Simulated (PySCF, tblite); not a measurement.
# C₃H₆O₂: protonation, NMR shifts, part 3 of 3

tblite 0.8.0 and PySCF 2.14.0. Atoms count from 0. Earlier steps stand in the parts before.

### 14 Single point (C3H6O2): wB97X-D3(BJ)/def2-TZVP in chloroform

Geometry: PBE0-D3(BJ)/def2-SVP.

What the job is given:

```
{"job": {"kind": "sp", "xc": "wB97X", "basis": "def2-TZVP", "d3": "d3bj", "grid": 2, "solvent": "chloroform"}, "charge": 0, "multiplicity": 1}
C     -1.399725     0.202240     0.587666
C     -0.126088    -0.568079     0.307691
C      0.982601     0.299827    -0.222617
O      0.918816     1.487665    -0.400270
O      2.090498    -0.409566    -0.484274
H     -2.180526    -0.463193     0.982732
H     -1.222418     1.002911     1.319820
H     -1.781098     0.679132    -0.326598
H     -0.284269    -1.379716    -0.422284
H      0.259951    -1.070571     1.210903
H      2.746758     0.222611    -0.815184
```

The program printed:

```text
final grid: 88272 points
cycle   1  E = -268.6063114868  dE = -4.902e-04  |g| = 2.215e-02  |ddm| = 1.353e-01
cycle   2  E = -268.6063095175  dE =  1.969e-06  |g| = 2.545e-02  |ddm| = 3.153e-02
cycle   3  E = -268.6064145121  dE = -1.050e-04  |g| = 2.762e-03  |ddm| = 1.543e-02
cycle   4  E = -268.6064171626  dE = -2.651e-06  |g| = 1.248e-03  |ddm| = 5.668e-03
cycle   5  E = -268.6064175806  dE = -4.180e-07  |g| = 4.435e-04  |ddm| = 2.080e-03
cycle   6  E = -268.6064176285  dE = -4.783e-08  |g| = 9.659e-05  |ddm| = 6.977e-04
cycle   7  E = -268.6064176328  dE = -4.367e-09  |g| = 3.643e-05  |ddm| = 2.883e-04
converged SCF energy = -268.6064176328
```

Wall time 6.9 s (1 thread of Arm Neoverse V1, shared host); peak memory 0.74 GiB.

### 15 Single point (C3H7O2+): wB97X-D3(BJ)/def2-TZVP in chloroform

Geometry: PBE0-D3(BJ)/def2-SVP.

What the job is given:

```
{"job": {"kind": "sp", "xc": "wB97X", "basis": "def2-TZVP", "d3": "d3bj", "grid": 2, "solvent": "chloroform"}, "charge": 1, "multiplicity": 1}
C     -1.318323     0.303011     0.617955
C     -0.099530    -0.554217     0.329823
C      1.085676     0.195306    -0.131981
O      1.073509     1.445677    -0.389623
O      2.181653    -0.428149    -0.296482
H     -2.149910    -0.337065     0.940936
H     -1.138677     1.021329     1.433453
H     -1.676523     0.834477    -0.279649
H     -0.293017    -1.309423    -0.456222
H      0.228514    -1.148805     1.200980
H      2.912877     0.139239    -0.612564
H      0.199068     1.853564    -0.236567
```

The program printed:

```text
final grid: 93648 points
cycle   1  E = -269.0002609597  dE = -5.590e-04  |g| = 1.488e-02  |ddm| = 1.627e-01
cycle   2  E = -269.0002956316  dE = -3.467e-05  |g| = 1.250e-02  |ddm| = 3.359e-02
cycle   3  E = -269.0003227454  dE = -2.711e-05  |g| = 2.448e-03  |ddm| = 7.872e-03
cycle   4  E = -269.0003243527  dE = -1.607e-06  |g| = 7.755e-04  |ddm| = 4.788e-03
cycle   5  E = -269.0003245653  dE = -2.126e-07  |g| = 3.084e-04  |ddm| = 2.091e-03
cycle   6  E = -269.0003245841  dE = -1.874e-08  |g| = 8.545e-05  |ddm| = 3.179e-04
cycle   7  E = -269.0003245857  dE = -1.622e-09  |g| = 2.066e-05  |ddm| = 1.254e-04
converged SCF energy = -269.0003245857
```

Wall time 7.9 s (1 thread of Arm Neoverse V1, shared host); peak memory 0.76 GiB.

### 16 Protonation: wB97X-D3(BJ)/def2-TZVP

This step combines the energies above: geometries from PBE0-D3(BJ)/def2-SVP, zero-point and thermal terms from PBE0-D3(BJ)/def2-SVP.

What the job is given:

```
{"job": {"kind": "pa", "geom": {"xc": "PBE0", "basis": "def2-SVP", "d3": "d3bj", "grid": 1}, "hess": 1, "level": {"xc": "wB97X", "basis": "def2-TZVP", "d3": "d3bj", "solvents": ["N,N-dimethylformamide", "chloroform"]}}, "charge": 0, "multiplicity": 1}
C     -1.399725     0.202240     0.587666
C     -0.126088    -0.568079     0.307691
C      0.982601     0.299827    -0.222617
O      0.918816     1.487665    -0.400270
O      2.090498    -0.409566    -0.484274
H     -2.180526    -0.463193     0.982732
H     -1.222418     1.002911     1.319820
H     -1.781098     0.679132    -0.326598
H     -0.284269    -1.379716    -0.422284
H      0.259951    -1.070571     1.210903
H      2.746758     0.222611    -0.815184
```

Output (the driver's rows laid out field by field):

```text
protonation site by site, wB97X-D3(BJ)/def2-TZVP // PBE0-D3(BJ)/def2-SVP

row 1
  formula                 C3H7O2
  charge                  1
  multiplicity            1
  smiles                  CCC(O)=[OH+]
  kept                    yes
  pieces                  1
  point_group             C1
  atom                    3
  element                 O
  electronic              840.94
  enthalpy                814.6
  free_energy             782.64
  solution                N,N-dimethylformamide 1021.39, chloroform 975.9
  share_gas               1.0
  share_solution          N,N-dimethylformamide 1.0, chloroform 1.0
```

Run time: 5.6 min. Hardware: 1 thread of Arm Neoverse V1, shared host; peak memory 0.76 GiB.

Energy given off on adding a proton (kJ/mol, gas phase, 298 K for the thermal columns):

```
site       product  electronic  enthalpy  free energy
  O3  CCC(O)=[OH+]       840.9     814.6        782.6
```

Free energies in a continuum (kJ/mol, same sign; the bare proton is left unsolvated, so these are no solution acidities or basicities): N,N-dimethylformamide: O3 1021.4; chloroform: O3 975.9.

### 17 NMR shifts: GIAO PBE0/pcSseg-1

The job, as its differences from that of step 16:

```diff
@@ -1,2 +1,2 @@
-{"job": {"kind": "pa", "geom": {"xc": "PBE0", "basis": "def2-SVP", "d3": "d3bj", "grid": 1}, "hess": 1, "level": {"xc": "wB97X", "basis": "def2-TZVP", "d3": "d3bj", "solvents": ["N,N-dimethylformamide", "chloroform"]}}, "charge": 0, "multiplicity": 1}
+{"job": {"kind": "nmr", "xc": "PBE0", "basis": "pcSseg-1", "pop": false}, "charge": 0, "multiplicity": 1}
 C     -1.399725     0.202240     0.587666
```

Level: GIAO PBE0/pcSseg-1 NMR shielding, non-relativistic, gas phase.

The program printed:

```text
coarse grid: 9152 points
cycle   1  E = -267.8710434336  dE =  7.004e-01  |g| = 9.087e-01  |ddm| = 2.793e+00
cycle   2  E = -267.5689967375  dE =  3.020e-01  |g| = 1.575e+00  |ddm| = 1.683e+00
cycle   3  E = -268.0113035970  dE = -4.423e-01  |g| = 2.782e-01  |ddm| = 1.226e+00
cycle   4  E = -268.0252228580  dE = -1.392e-02  |g| = 6.617e-02  |ddm| = 2.038e-01
cycle   5  E = -268.0258672470  dE = -6.444e-04  |g| = 2.062e-02  |ddm| = 4.382e-02
cycle   6  E = -268.0259610432  dE = -9.380e-05  |g| = 4.294e-03  |ddm| = 1.653e-02
cycle   7  E = -268.0259648372  dE = -3.794e-06  |g| = 1.012e-03  |ddm| = 3.267e-03
final grid: 88272 points
cycle   8  E = -268.0760330673  dE = -1.277e-05  |g| = 1.183e-02  |ddm| = 1.871e-02
cycle   9  E = -268.0759913126  dE =  4.175e-05  |g| = 1.919e-02  |ddm| = 1.982e-02
cycle  10  E = -268.0760585485  dE = -6.724e-05  |g| = 2.506e-03  |ddm| = 1.275e-02
cycle  11  E = -268.0760597348  dE = -1.186e-06  |g| = 2.841e-04  |ddm| = 1.607e-03
cycle  12  E = -268.0760597459  dE = -1.111e-08  |g| = 1.247e-04  |ddm| = 2.120e-04
cycle  13  E = -268.0760597492  dE = -3.302e-09  |g| = 1.282e-05  |ddm| = 8.943e-05
cycle  14  E = -268.0760597492  dE = -3.104e-11  |g| = 1.794e-06  |ddm| = 1.114e-05
converged SCF energy = -268.0760597492

GIAO shielding tensors (ppm)
atom      isotropic    diamagn.    paramagn.     s11        s22        s33       span
  0 C      174.800     246.140     -71.340    167.888    173.822    182.689     14.801
  1 C      157.621     249.913     -92.291    143.037    150.049    179.777     36.740
  2 C        6.798     250.450    -243.652    -96.722     42.274     74.842    171.564
  3 O     -101.986     402.913    -504.899   -371.391   -215.524    280.956    652.346
  4 O      123.856     391.463    -267.607    -33.340    141.641    263.268    296.607
  5 H       30.434      28.308       2.126     25.875     28.031     37.396     11.521
  6 H       30.056      29.191       0.865     26.099     27.967     36.103     10.004
  7 H       30.102      29.434       0.668     26.169     27.949     36.189     10.020
  8 H       29.048      30.088      -1.040     24.464     28.844     33.838      9.374
  9 H       29.053      29.678      -0.625     24.495     28.805     33.858      9.363
 10 H       25.632      30.341      -4.709     20.284     22.780     33.834     13.550
```

Wall time 6 s (1 thread of Arm Neoverse V1, shared host); peak memory 0.76 GiB.

Shifts follow as δ = σ(reference) − σ, with reference shieldings (ppm) from runs at the same level and on the same kind of geometry: 1H TMS 31.27, 13C TMS 184.4, 17O H2O 334.6. The references are single molecules in the gas phase, so shifts against H2O, NH3, PH3, H3PO4 or CFCl3 are not on the usual liquid scales and can be off by tens of ppm. Atoms listed in one row are averaged.

```
     atoms                             environment  σ (ppm)  δ (ppm)  δ scaled to CDCl3
        C2                  carboxylic acid carbon      6.8    177.6              172.0
        C1                 sp3 CH2 α to a carbonyl    157.6     26.8               25.5
        C0                           methyl carbon    174.8      9.6                8.8
       H10     hydrogen on an acid hydroxyl oxygen    25.63     5.63                  –
    H8, H9  hydrogen on an sp3 CH2 α to a carbonyl    29.05     2.22               2.32
H5, H6, H7             hydrogen on a methyl carbon    30.20     1.07               1.23
        O3                         carbonyl oxygen   -102.0    436.5                  –
        O4                    acid hydroxyl oxygen    123.9    210.7                  –
```

The scaled column applies a straight-line fit of computed shieldings to shifts measured in CDCl3 (root-mean-square error 0.21 ppm for H, 2.0 ppm for C).

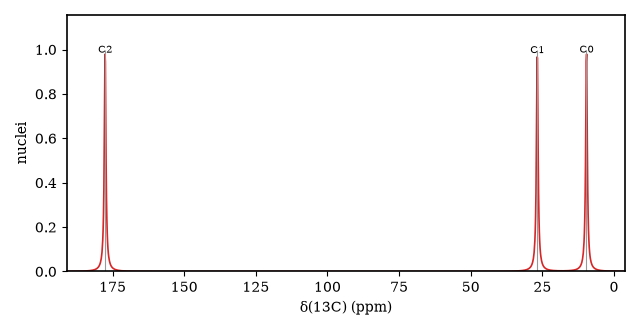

13C lines at the computed shifts, without couplings. Lines are broadened to a width of 0.67 ppm (Lorentzian).

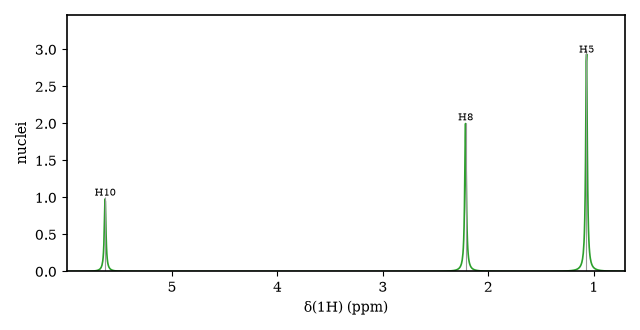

1H lines at the computed shifts, without couplings. Lines are broadened to a width of 0.02 ppm (Lorentzian).

### 18 NMR shifts (C₃H₇O₂+): GIAO PBE0/pcSseg-1

What the job is given:

```
{"job": {"kind": "nmr", "xc": "PBE0", "basis": "pcSseg-1", "pop": false}, "charge": 1, "multiplicity": 1}
C     -1.318323     0.303011     0.617955
C     -0.099530    -0.554217     0.329823
C      1.085676     0.195306    -0.131981
O      1.073509     1.445677    -0.389623
O      2.181653    -0.428149    -0.296482
H     -2.149910    -0.337065     0.940936
H     -1.138677     1.021329     1.433453
H     -1.676523     0.834477    -0.279649
H     -0.293017    -1.309423    -0.456222
H      0.228514    -1.148805     1.200980
H      2.912877     0.139239    -0.612564
H      0.199068     1.853564    -0.236567
```

With the program's defaults for keys left out, this is: GIAO PBE0/pcSseg-1 NMR shielding, non-relativistic, gas phase.

The program printed:

```text
coarse grid: 9776 points
cycle   1  E = -268.2363859814  dE =  1.088e+00  |g| = 7.482e-01  |ddm| = 2.869e+00
cycle   2  E = -268.1334034596  dE =  1.030e-01  |g| = 1.090e+00  |ddm| = 9.835e-01
cycle   3  E = -268.3409119321  dE = -2.075e-01  |g| = 7.841e-02  |ddm| = 5.610e-01
cycle   4  E = -268.3419495261  dE = -1.038e-03  |g| = 3.658e-02  |ddm| = 7.540e-02
cycle   5  E = -268.3422386423  dE = -2.891e-04  |g| = 8.139e-03  |ddm| = 2.718e-02
cycle   6  E = -268.3422477009  dE = -9.059e-06  |g| = 4.548e-03  |ddm| = 7.332e-03
cycle   7  E = -268.3422514057  dE = -3.705e-06  |g| = 5.603e-04  |ddm| = 2.722e-03
final grid: 93648 points
cycle   8  E = -268.3896016145  dE = -1.858e-05  |g| = 9.566e-03  |ddm| = 1.764e-02
cycle   9  E = -268.3895832170  dE =  1.840e-05  |g| = 1.383e-02  |ddm| = 1.307e-02
cycle  10  E = -268.3896190607  dE = -3.584e-05  |g| = 8.047e-04  |ddm| = 7.706e-03
cycle  11  E = -268.3896191883  dE = -1.277e-07  |g| = 1.302e-04  |ddm| = 5.195e-04
cycle  12  E = -268.3896191924  dE = -4.021e-09  |g| = 3.989e-05  |ddm| = 1.177e-04
cycle  13  E = -268.3896191926  dE = -2.556e-10  |g| = 2.003e-05  |ddm| = 3.405e-05
converged SCF energy = -268.3896191926

GIAO shielding tensors (ppm)
atom      isotropic    diamagn.    paramagn.     s11        s22        s33       span
  0 C      180.539     250.338     -69.799    174.167    176.716    190.735     16.567
  1 C      155.054     252.294     -97.240    142.357    145.333    177.471     35.114
  2 C      -19.254     254.416    -273.670   -110.832    -34.394     87.464    198.297
  3 O       84.812     390.415    -305.603   -129.707    132.983    251.160    380.866
  4 O      104.324     388.339    -284.015    -57.656    131.684    238.944    296.600
  5 H       28.854      27.179       1.675     23.831     25.872     36.858     13.027
  6 H       29.875      29.332       0.543     25.697     27.218     36.709     11.012
  7 H       29.980      30.146      -0.166     25.800     27.588     36.553     10.753
  8 H       27.794      28.913      -1.119     22.866     26.807     33.710     10.845
  9 H       27.734      28.388      -0.653     22.670     27.001     33.532     10.862
 10 H       22.281      27.139      -4.857     17.600     19.103     30.140     12.540
 11 H       21.378      31.260      -9.882     15.198     23.414     25.522     10.324
```

Wall time 6.5 s (1 thread of Arm Neoverse V1, shared host); peak memory 0.76 GiB.

Shifts follow as δ = σ(reference) − σ, with reference shieldings (ppm) from runs at the same level and on the same kind of geometry: 1H TMS 31.27, 13C TMS 184.4, 17O H2O 334.6. The references are single molecules in the gas phase, so shifts against H2O, NH3, PH3, H3PO4 or CFCl3 are not on the usual liquid scales and can be off by tens of ppm. Atoms listed in one row are averaged.

```
     atoms                         environment  σ (ppm)  δ (ppm)
        C2             carbon bonded to C, 2 O    -19.3    203.7
        C1           carbon bonded to 2 C, 2 H    155.1     29.4
        C0             carbon bonded to C, 3 H    180.5      3.9
  H10, H11   hydrogen on an oxygen bonded to C    21.83     9.44
    H8, H9  hydrogen on a carbon bonded to 2 C    27.76     3.50
H5, H6, H7    hydrogen on a carbon bonded to C    29.57     1.70
    O3, O4               oxygen bonded to C, H     94.6    240.0
```

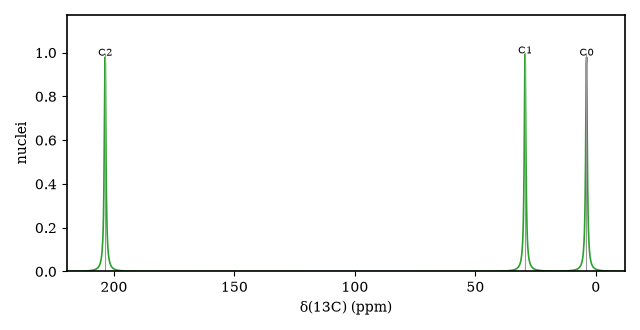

13C lines at the computed shifts, without couplings. Lines are broadened to a width of 0.80 ppm (Lorentzian).

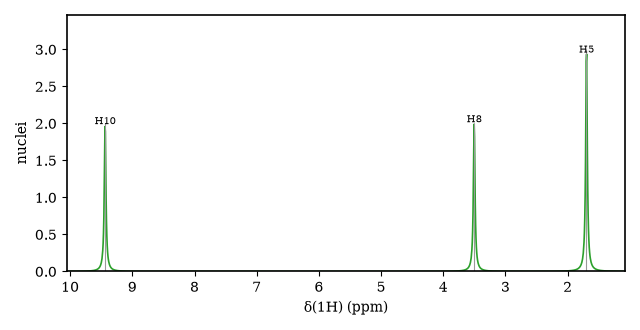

1H lines at the computed shifts, without couplings. Lines are broadened to a width of 0.03 ppm (Lorentzian).

### 19 Spectra of the species

What the job is given:

```
{"job": {"kind": "pa", "geom": {"xc": "PBE0", "basis": "def2-SVP", "d3": "d3bj", "grid": 1}, "hess": 1, "level": {"xc": "wB97X", "basis": "def2-TZVP", "d3": "d3bj", "solvents": ["N,N-dimethylformamide", "chloroform"]}, "spectra": true}, "charge": 0, "multiplicity": 1}
C     -1.399725     0.202240     0.587666
C     -0.126088    -0.568079     0.307691
C      0.982601     0.299827    -0.222617
O      0.918816     1.487665    -0.400270
O      2.090498    -0.409566    -0.484274
H     -2.180526    -0.463193     0.982732
H     -1.222418     1.002911     1.319820
H     -1.781098     0.679132    -0.326598
H     -0.284269    -1.379716    -0.422284
H      0.259951    -1.070571     1.210903
H      2.746758     0.222611    -0.815184
```

The program printed:

```text
nmr CCC(=O)O +0: GIAO PBE0/pcSseg-1 NMR shielding, non-relativistic, gas phase
nmr CCC(O)=[OH+] +1: GIAO PBE0/pcSseg-1 NMR shielding, non-relativistic, gas phase
```

Wall time 13 s (1 thread of Arm Neoverse V1, shared host); peak memory 0.76 GiB.

This step only lists the spectra that were run on the species above.

### 20 Outcome

What follows sums up all 3 parts.

```
                                                              quantity                  value
                             strongest single infrared mode (GFN2-xTB)  1802 cm⁻¹, 468 km/mol
                                          zero-point energy (GFN2-xTB)          55.2 kcal/mol
                                  rotational constants (main isotopes)  10.26, 3.85, 2.90 GHz
                    proton affinity (−ΔH), O3 (wB97X-D3(BJ)/def2-TZVP)           814.6 kJ/mol
                                13C shifts against TMS (PBE0/pcSseg-1)   177.6, 26.8, 9.6 ppm
1H shifts against TMS (PBE0/pcSseg-1, means over atoms taken as alike)   5.63, 2.22, 1.07 ppm
                                17O shifts against H2O (PBE0/pcSseg-1)       436.5, 210.7 ppm
```

In words: No mode is imaginary among the 27: a minimum at this level. The strongest single mode, at 1802 cm⁻¹, moves mainly C2 and O3. Unscaled tight-binding wavenumbers are off by several per cent, some by more. Its intensities can rank the bands wrongly. The optimisation took 8 steps and gained 0.030 eV; among the close pairs (by a distance rule), C0–H7 changed most, from 1.087 to 1.099 Å (PBE0/def2-SVP). The proton affinity (−ΔH) at O3 is 814.6 kJ/mol at wB97X-D3(BJ)/def2-TZVP; zero-point and thermal terms move it by -26.3 kJ/mol from the electronic value. At PBE0/pcSseg-1: The largest span, 652 ppm, is at O3, where the paramagnetic term is -505 ppm.
